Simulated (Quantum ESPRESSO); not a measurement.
System: C (space group P6_3/mmc).

How it was computed, with Quantum ESPRESSO 7.5: plane-wave DFT, no spin polarisation; energies at scaled volumes of the given cell, shape and fractions fixed, counted from the fit's minimum, third-order Birch-Murnaghan fit. All runs: no spin polarisation.

| setting | value |
| --- | --- |
| k mesh | 12×12×7 |
| occupations | Fermi–Dirac |
| smearing width | 0.05 eV |
| wave cutoff | 1116 eV |
| density cutoff | 4463 eV |

Settings that differ: PBEsol: potentials PseudoDojo-0.4.1-SR-PBEsol-standard; LDA: potentials PseudoDojo-0.4.1-SR-LDA-standard.

Describe the result: the energy against volume, with one curve for each functional. The cases: PBEsol; LDA.

The fitted equilibrium volumes, smallest first, are LDA 5.553, PBEsol 5.651 Å³/atom. The fitted bulk moduli, smallest first, are PBEsol 449.8, LDA 465.7 GPa.

PBEsol:
```csv
volume (Å³/atom),energy (meV/atom)
5.3318,27.63
5.4452,11.10
5.5587,2.15
5.6721,0.11
5.7856,4.36
5.8990,14.33
6.0124,29.51
```

LDA:
```csv
volume (Å³/atom),energy (meV/atom)
5.3318,13.67
5.4452,3.15
5.5587,0.01
5.6721,3.58
5.7856,13.26
5.8990,28.48
6.0124,48.75
```

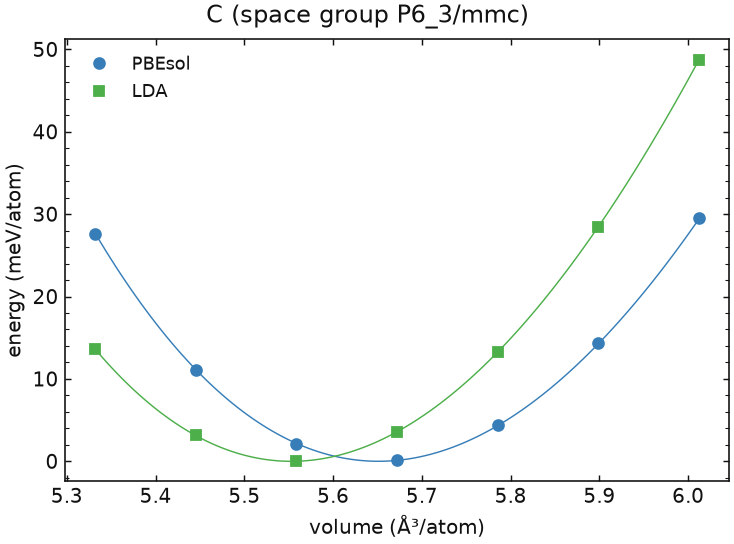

Limits of the calculation: shape and atomic fractions are frozen while scaling, which makes layered, chain and framework solids too stiff.
